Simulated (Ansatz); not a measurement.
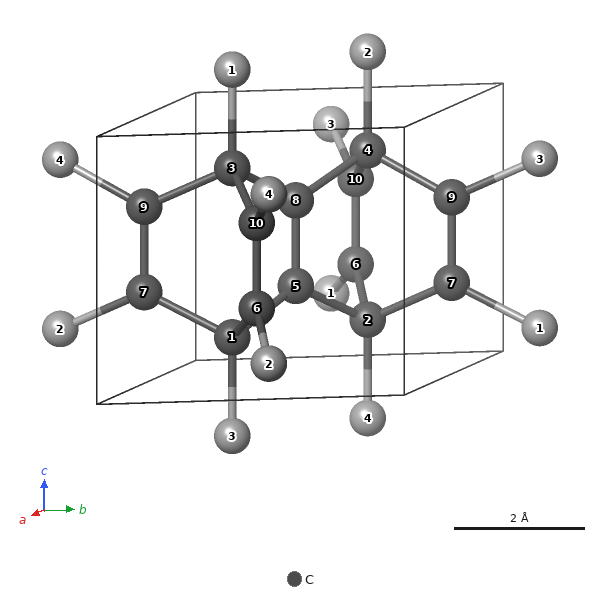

Figure 1. The input geometry (ball-and-stick view of the cell of the calculation, seen slightly off an axis; neighbours outside the cell are drawn fainter; atoms are numbered from 1 in the order of the input).

**Single-point calculation, with input and output: C**

C (P-62m, 10 atoms in the cell), computed with DFT PBE, scalar-relativistic, plane waves, PAW, no spin polarisation (Ansatz 0.2.0).

The structure derives from an entry of the Crystallography Open Database. It belongs to a series of runs on one base structure; here: mode 1 (-200.6 1/cm) frozen in, largest displacement +0.098 A. Figures and captions count atoms from 1; the log counts them from 0 in places.

**What the program printed**
```
Engine: ansatz 0.2.0, x86_64-unknown-linux-gnu
Pseudopotentials: kind: paw
Pseudopotential: C, paw, valence charge 4, recommended cutoff 420 eV (normal), C.paw.azcp
Functional definition: PBE
  parameter kappa = 0.804
  parameter beta = 0.06672455060314922
  exchange = pbe_x(kappa = kappa, mu = beta*pi^2/3)
  correlation = pbe_c(beta = beta)
Crystal: 10 atoms, lattice volume = 84.549 Å³
Basis set: ecut = 420 eV, 1639 PW (Γ), exchange–correlation on 72×72×60 points (8 copies of the dense FFT grid, shifted against one another)
Bands: 30, of which v1, the nominal top of the filled ones, is band 20 counted from 1 (19 counted from 0)
Symmetry: 12 space group operations
Space group: P-62m (ITA 189), of the structure as read, at distance tolerance 4.4e-5 Å
k-points: 114 of 1440 (time reversal used)
Non-local potential: C, projectors of the file, l = 0: 2, l = 1: 2, l = 2: 1
PAW form: soft (Blöchl's): semilocal exchange-correlation on the pseudo side does not see the compensation charge
PAW one-centre angular grid: C, 110 points (default); XC on 64 Gauss nodes
Initial density: superposition of atomic densities (neutral atoms: chi_scale 0, normalization atom), corrected by the library's trained network
Initial wavefunctions: pseudopotential atomic-orbital guess
Functional: x = pbe(κ = 0.804, μ = 0.2195149727645171), c = pbe(β = 0.06672455060314922)
SCF iter   1: F=—  HF=-2503.895426 eV  |F-HF|=—  |Δ(HF+E_count)|=         —  Δρ=1.77e-2  dr2=3.63e-1  ethr=1.77e-3  ⟨swp⟩=6.1  Hψ=16266  notcnv=0  defer=52
preconditioner: auto → Resta (q_TF=auto, 2.408 Å⁻¹)  ε∞=3.9  [insulator: Δε(μ)=0.264 eV  Ē_g=14.895 eV  σ=0.150 eV  W_gap=0.78  n_scr=20 (ndim 8)  ℏωp=25.5 eV  f_vac=0.108  D(μ)=0.04/eV (n_scr^D=0)  ε∞_Penn≈3.9]
SCF iter   2: F=—  HF=-2503.807615 eV  |F-HF|=—  |Δ(HF+E_count)|=   8.78e-2  Δρ=8.53e-3  dr2=6.12e-2  ethr=9.07e-4  ⟨swp⟩=2.3  Hψ=5345  notcnv=0  defer=169
preconditioner: auto → Kerker (q_TF=auto, 2.408 Å⁻¹)  [metal: Δε(μ)=0.120 eV  Ē_g=14.872 eV  σ=0.150 eV  W_gap=0.42  n_scr=20 (ndim 8)  ℏωp=25.5 eV  f_vac=0.113  D(μ)=0.12/eV (n_scr^D=0)]
SCF iter   3: F=—  HF=-2503.796014 eV  |F-HF|=—  |Δ(HF+E_count)|=   1.16e-2  Δρ=2.78e-3  dr2=8.79e-3  ethr=1.53e-4  ⟨swp⟩=2.2  Hψ=4256  notcnv=0  defer=169
SCF iter   4: F=—  HF=-2503.796865 eV  |F-HF|=—  |Δ(HF+E_count)|=   8.50e-4  Δρ=8.52e-4  dr2=1.73e-3  ethr=2.20e-5  ⟨swp⟩=2.2  Hψ=4740  notcnv=0  defer=169
SCF iter   5: F=—  HF=-2503.798328 eV  |F-HF|=—  |Δ(HF+E_count)|=   1.46e-3  Δρ=3.03e-4  dr2=1.77e-4  ethr=4.33e-6  ⟨swp⟩=2.3  Hψ=4611  notcnv=0  defer=169
SCF iter   6: F=—  HF=-2503.798669 eV  |F-HF|=—  |Δ(HF+E_count)|=   3.41e-4  Δρ=7.96e-5  dr2=7.73e-6  ethr=4.43e-7  ⟨swp⟩=2.1  Hψ=5051  notcnv=0  defer=169
SCF iter   7: F=—  HF=-2503.798700 eV  |F-HF|=—  |Δ(HF+E_count)|=   3.12e-5  Δρ=1.99e-5  dr2=6.66e-7  ethr=1.93e-8  ⟨swp⟩=2.4  Hψ=5629  notcnv=0  defer=472
SCF iter   8: F=-2503.798701 eV  HF=-2503.798701 eV  |F-HF|=1.87e-7  |Δ(HF+E_count)|=   5.76e-7  Δρ=7.12e-6  dr2=9.61e-8  ethr=2.50e-10  ⟨swp⟩=16.2  Hψ=27802  notcnv=0
SCF 1 converged in 8 iterations: F = -2503.798701 eV  dr2 = 9.61e-8
  greatest PAW one-centre occupation: 0.669 electrons in one spin orbital (limit 2), on the C atom at site 9 (counted from 0), in its partial waves of l = 0
```

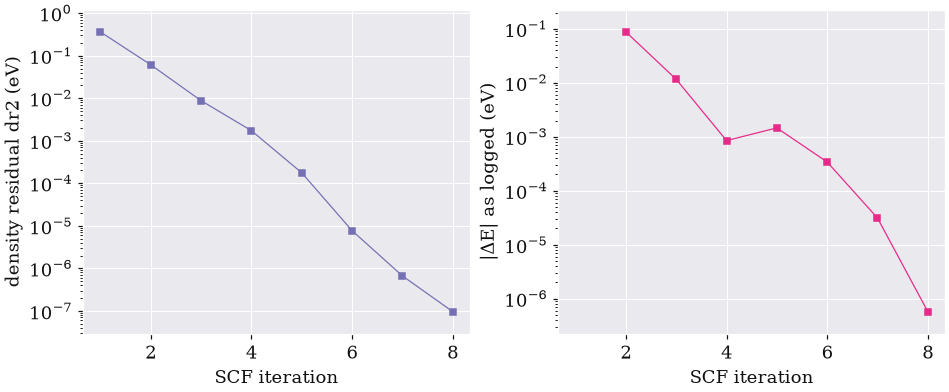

Figure 2. Convergence of the self-consistent field: density residual dr2 and size of the energy change against the SCF iteration. The residual falls at every step.

```
SCF converged after 8 iterations
Free energy (F): -2503.798701 eV
Harris-Foulkes:  -2503.798701 eV  (|F-HF|=1.87e-7)
Internal energy: -2503.796529 eV  (E = F + TS)
E sigma→0 (E₀):  -2503.797615 eV
Entropy (-TS):   -0.002172 eV (-0.217 meV/atom)
Fermi energy:    7.894500 eV
--- Per-component energies (eV) ---
  E_band       = -48.198072
  E_kinetic    = 907.205295
  E_local      = -1630.411623  (includes V_loc(G=0)·N_el)
  E_nonlocal   = 269.532051
  E_hartree    = 533.244026
  E_xc         = -479.941629
  E_vxc        = -594.643983  (∫ρ·V_xc dr)
  E_paw        = -992.069128  (= ΣΔE_a)
  E_vpaw       = -66.363586  (= ΣTr[D̂ρ^β])
  E_aug_tail   = 0.000086  (compensation charges beyond the density's cutoff)
  E_ewald      = -1111.355608
  E_smearing   = -0.002172  (= −TS)
  E_closure    = 0.000000  (closes the sum)
  Σ components = -2503.798701   (vs F -2503.798701, Δ=0.00e0)
--- Forces (eV/Å), atoms counted from 1 ---
  atom   1  C     -0.00000000     0.00000000     0.08396555
  atom   2  C     -0.00000000    -0.00000000     0.08396555
  atom   3  C     -0.00000000     0.00000000    -0.08396555
  atom   4  C     -0.00000000    -0.00000000    -0.08396555
  atom   5  C     -0.05184989    -0.08980664    -0.07240614
  atom   6  C     -0.05184989     0.08980664    -0.07240614
  atom   7  C      0.10369977     0.00000000    -0.07240614
  atom   8  C     -0.05184989    -0.08980664     0.07240614
  atom   9  C      0.10369977     0.00000000     0.07240614
  atom  10  C     -0.05184989     0.08980664     0.07240614
  max |Σ_I F_I| component: 2.15e-16 eV/Å
--- Stress (GPa, compression-positive) ---
       -1.690690       0.000000       0.000000
        0.000000      -1.690690       0.000000
        0.000000       0.000000      -0.301454
  P = ⅓ Tr σ = -1.2276 GPa (-12.276 kbar)
--- Band table (eV; the first three rows and the last of 114) ---
  k-point 0: bands = ["-12.5232", "-8.4798", "-6.9156", "-6.9156", "-6.5533", "-5.5399", "-3.2974", "-1.2980", "-0.9986", "-0.9986", "-0.8544", "-0.8544", "0.1118", "0.1118", "3.7657", "3.7657", "5.1196", "5.6119", "5.6119", "7.6163", "10.1890", "11.6461", "11.6461", "12.4593", "12.4593", "13.5894", "15.2174", "15.9730", "15.9730", "16.0475"]
  k-point 1: bands = ["-12.4644", "-8.4156", "-7.2832", "-6.8781", "-6.8781", "-4.7132", "-3.7622", "-1.3717", "-1.3717", "-0.9168", "-0.9168", "-0.7950", "0.6375", "0.6375", "3.5492", "3.5492", "4.8988", "5.6760", "5.6760", "7.6335", "10.2382", "11.5280", "11.5280", "12.7865", "12.7865", "13.4661", "15.0762", "15.9642", "15.9642", "16.0664"]
  k-point 2: bands = ["-12.2911", "-8.2525", "-8.2234", "-6.7727", "-6.7727", "-4.6012", "-3.4546", "-2.0923", "-2.0923", "-0.7324", "-0.7324", "0.1362", "1.4281", "1.4281", "3.0204", "3.0204", "4.2657", "5.8151", "5.8151", "7.6850", "10.3864", "11.2473", "11.2473", "13.1085", "13.6654", "13.6654", "14.7785", "15.9032", "15.9032", "16.0810"]
  k-point 113: bands = ["-10.2089", "-10.2089", "-8.9429", "-8.9429", "-6.6907", "-3.6968", "-2.1651", "-2.1651", "-0.5132", "-0.5132", "1.6819", "1.6819", "1.7629", "1.7629", "1.8525", "2.1265", "2.7085", "4.3913", "6.0495", "6.0495", "7.8903", "10.7476", "10.7476", "14.6411", "14.6411", "15.7912", "16.2202", "16.2202", "16.6258", "16.7419"]
```

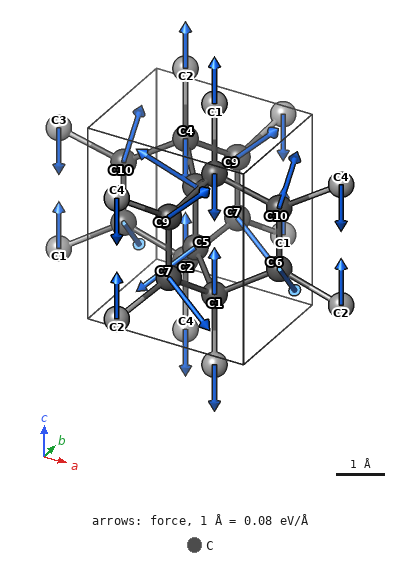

Figure 3. Forces on the atoms as blue arrows (ball-and-stick view of the cell of the calculation, seen slightly off an axis; neighbours outside the cell are drawn fainter; atoms are numbered from 1 in the order of the input). The largest act on C5, C6, C7, C8, C9, C10 (0.13 eV/Å); C1, C2, C3, C4 (0.08 eV/Å). The geometry is not a stationary point of this energy.

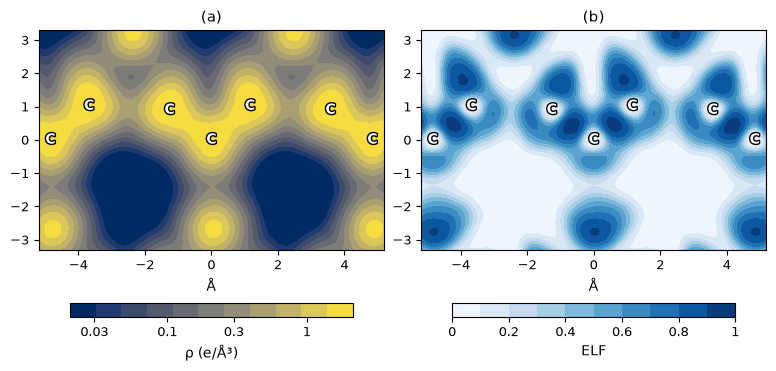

Figure 4. (a) valence electron density; (b) electron localisation function on the (101) plane of the conventional cell. Away from the nuclei the density in this plane falls to 0.003 e/Å³ at its lowest. The fields are those of the smooth PAW valence density.

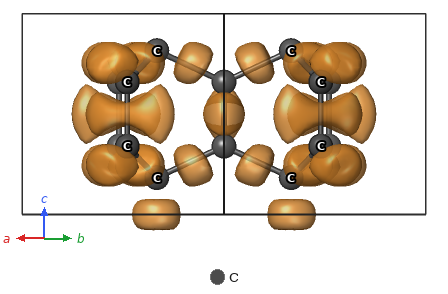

Figure 5. Isosurface of the ELF at 0.75 (orange), seen along [110]. Core shells and regions of very low density are left out. Sticks mark near contacts. The outline is the cell set on symmetry axes. The ELF exceeds this value in 17 regions between bonded C–C atoms (shared pairs), counted in one cell of 10 atoms.  Values along the shortest contacts: C–C (1.33 Å): the ELF peaks at about 0.90 between the atoms (inside overlapping PAW spheres, so only a guide); a double or triple bond. C–C (1.53 Å): the ELF peaks at about 0.95 between the atoms, as expected for localised, shared-pair bonding.

This output came from the following input.

**Input**
```yaml
crystal:
  lattice:
    - [4.8371701216, 0.0, 0.0]
    - [-2.4185850608, 4.1891122077, 0.0]
    - [0.0, 0.0, 4.1724817111]
  atoms:
    - { symbol: C, position: [0.6666666667, 0.3333333333, 0.1839325] }
    - { symbol: C, position: [0.3333333333, 0.6666666667, 0.1839325] }
    - { symbol: C, position: [0.6666666667, 0.3333333333, 0.8160675] }
    - { symbol: C, position: [0.3333333333, 0.6666666667, 0.8160675] }
    - { symbol: C, position: [0.4798435867, 0.4798435867, 0.3404600926] }
    - { symbol: C, position: [0.0, 0.5201564133, 0.3404600926] }
    - { symbol: C, position: [0.5201564133, 0.0, 0.3404600926] }
    - { symbol: C, position: [0.4798435867, 0.4798435867, 0.6595399074] }
    - { symbol: C, position: [0.5201564133, 0.0, 0.6595399074] }
    - { symbol: C, position: [0.0, 0.5201564133, 0.6595399074] }
basis:
  ecutwfc: 420
kpoints:
  mp_grid: { grid: [12, 12, 10] }
hamiltonian:
  xc: pbe
scf:
  occupations: { method: gaussian, width: 0.15 }
output:
  forces: true
  stress: true
  eigenvalues: true
  write_density: true
  write_potential: true
  elf: true
  volumetric_format: npy
```

Launched with:
```bash
ansatz run input.yaml --threads 2 --pin off --max-ram 5120MiB --backend cpu --events-out ev --progress --plain --runs-dir out
```

**Results in brief**

- outcome: converged
- space group (tolerance 0.01 Å): P-62m (189)
- electrons treated: 40
- free energy: −2503.7987 eV
- Fermi energy: 7.894 eV
- gap on the k-point mesh: none (metallic)
- pressure: −1.23 GPa
- largest force (length of the vector): 0.126 eV/Å
- hardware: 2 threads of Intel Xeon @ 2.50GHz (Skylake/Cascade Lake), 64 GiB of memory available, shared host
- wall time: 17 s (CPU time 33 s)
- peak memory: 0.52 GiB
